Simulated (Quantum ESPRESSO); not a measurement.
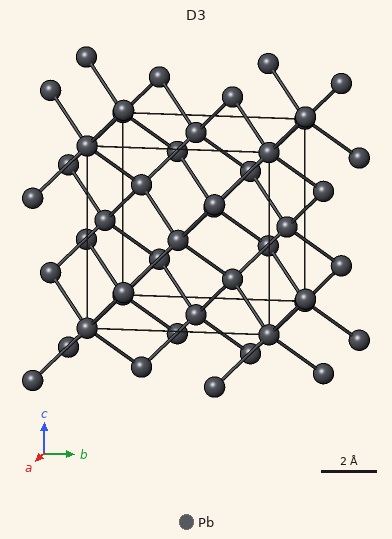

A crystal of Pb (set up in Fd-3m), relaxed (cell and atoms) with several dispersion corrections. The picture shows the result with D3. The picture is a ball-and-stick view of the conventional cell (4 times the calculation's cell), seen slightly off an axis. Lengths and directions refer to the drawn axes.

Computed with Quantum ESPRESSO 7.5: PBEsol, GBRV 1.5 PBEsol. (plane-wave cutoff 612.3 eV; k-point mesh 7 × 7 × 7; occupations fermi-dirac; smearing width 0.05 eV; optimiser BFGS; no spin polarisation)

```
dispersion correction  volume (Å³/atom)  a (Å)
                   D3            40.132  6.847
                   D4            40.148  6.848
               D3(BJ)            39.535  6.813
                 none                 ?      ?
```

Q: One row is withheld. What does the calculation give there?

A: With none the volume is the largest of the series, above D4 (40.148). The calculation gives 41.042 Å³/atom (a = 6.899 Å). In order of volume: D3(BJ) < D3 ≈ D4 < none; the spread is 3.8 %.
